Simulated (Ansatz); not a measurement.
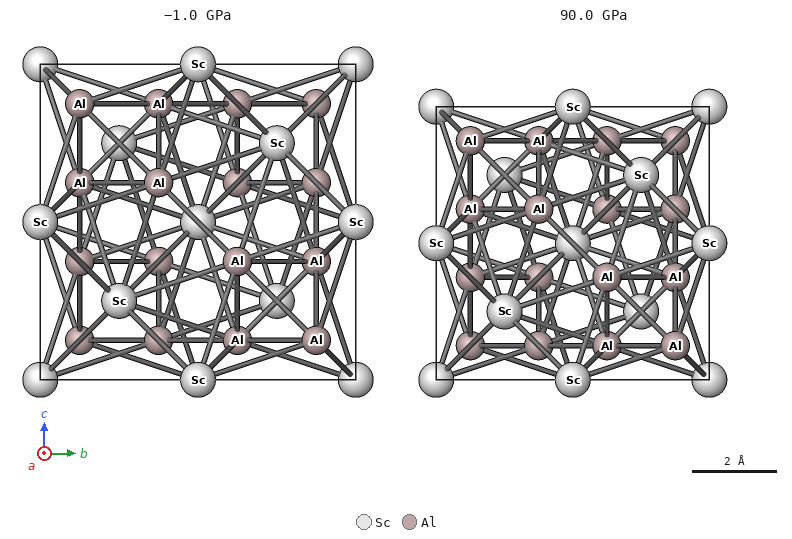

Crystalline ScAl$_{2}$ (set up in Fd-3m), relaxed (cell and atoms) at several target pressures. The picture shows the first and the last member. A ball-and-stick model of the conventional cell (4 times the calculation's cell), seen along the a axis. Lengths and directions refer to the drawn axes.

Computed with Ansatz 0.2.0: DFT r2SCAN, scalar-relativistic, plane waves, PAW. (plane-wave cutoff 500 eV; k-point mesh 8 × 8 × 8 at −1.0 to 12.0, 10 × 10 × 10 at 25.0 to 90.0 GPa; occupations gaussian; smearing width 0.1 eV; no spin polarisation; cell and atoms relaxed; force threshold 0.008 eV/Å)

```csv
pressure (GPa),volume (Å³/atom),a (Å)
−1.0,18.176,7.584
0.0,17.970,7.555
1.0,17.799,7.531
4.0,17.279,7.457
12.0,16.212,7.300
25.0,?,?
50.0,13.368,6.846
90.0,11.795,6.566
```

Q: Fill in the missing row.

A: Murnaghan's form V = V₀(1 + B′P/B₀)^(−1/B′), with V₀ = 17.970 Å³ from the row at zero pressure, fits the other rows with B₀ = 98.1 GPa and B′ = 3.34 (largest miss 0.024 Å³). At 25.0 GPa it gives 17.970 × (1 + 3.34 × 25.0/98.1)^(−1/3.34) = 14.944 Å³ per atom. The calculation gives 14.965 Å³/atom (a = 7.108 Å). The estimate is 0.021 Å³/atom too low. From the first member to the last: Sc–Sc 3.284 → 2.843 Å, Al–Sc 3.144 → 2.722 Å, Al–Al 2.681 → 2.321 Å.

The whole series:

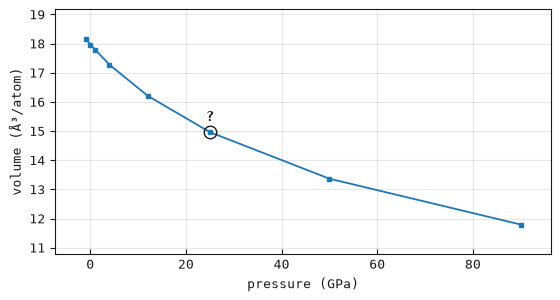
